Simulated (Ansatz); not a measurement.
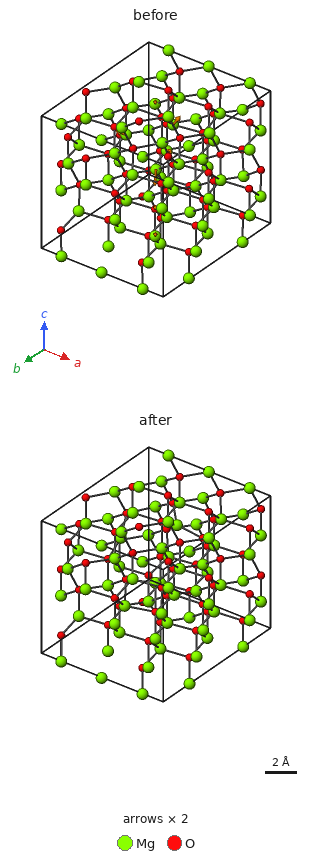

The structure of a defect cell of composition Mg48O47 (cell charge +2) before (top) and after (bottom) a relaxation, at one scale. The orange arrows give the displacements, 2 times their true length.

Style: ball-and-stick. Shown: the cell of the calculation (origin shifted), from a free direction.

All numbers below come from DFT, PBEsol, PAW, plane waves in Ansatz 0.2.0. (plane-wave cutoff 420 eV; k-point mesh 1 × 1 × 1; mesh shifted by (0.25, 0.25, 0.25); no spin polarisation; atoms relaxed in a fixed cell; force threshold 0.03 eV/Å; at most 80 steps)

Describe what moved and what it gained.

The energy falls by 3.310 eV per cell of the calculation in 5 accepted moves (6 points after the start). Largest force component: 2.6 eV/Å at the start, 0.019 eV/Å at the end. 1 step only repeated the SCF at the same geometry. The atom that moves furthest is a Mg atom (0.64 Å along −c). Largest moves by element: Mg 0.64 Å, O 0.18 Å. The cell stays as it was. Near-neighbour distances that change, for instance: Mg–O 3.017 → 2.203 Å, Mg–Mg 3.188 → 2.763 Å, Mg–Mg 3.163 → 2.763 Å, Mg–O 2.006 → 1.891 Å. New bonds form, among them: Mg–O (3.02 → 2.20 Å). Among the angles between lasting bonds that change: Mg–O–Mg 102.5° → 120.2°, Mg–O–Mg 104.4° → 121.3°, Mg–O–Mg 105.6° → 88.8°. Cost: 5.7 s on 1 × NVIDIA GB200 with 8 threads of Arm Neoverse-V2, peak memory 1.9 GiB.

Limits of the set-up: the cell is charged, on a uniform background, and energies carry no finite-size correction.
